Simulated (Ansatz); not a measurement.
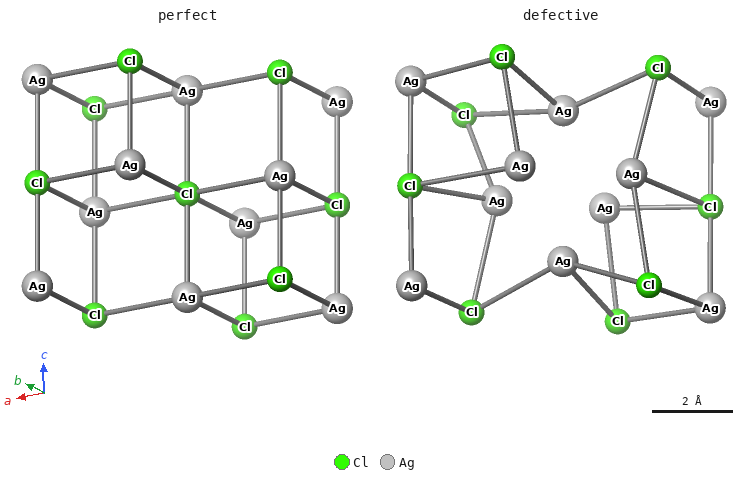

Left: perfect AgCl. Right: the same region with one point defect, after relaxing the atoms in a supercell of 64 sites. Style: ball-and-stick. Shown: the atoms within 5.4 Å of one point, in a slice 5.0 Å thick across the line of sight, from a free direction.

The calculation used Ansatz, DFT, PBEsol, PAW, plane waves. Set-up: plane-wave cutoff 420 eV; k-point mesh 1 × 1 × 1; mesh shifted by (0.25, 0.25, 0.25); collinear spin. Fermi-Dirac smearing of 0.01 eV. The axes drawn are those of the host's conventional cell.

**Which defect is it?**

A chlorine atom is taken out (a vacancy).

The charge state of the cell is 0.

**How does the lattice respond?**

Around the empty Cl site the host had 6 Ag at 2.72 Å; after relaxation the nearest atoms are 6 Ag at 1.84 to 2.16 Å. Of the host's atoms, a silver atom moves furthest from its site, by 0.91 Å. The cell ends without a net magnetic moment.
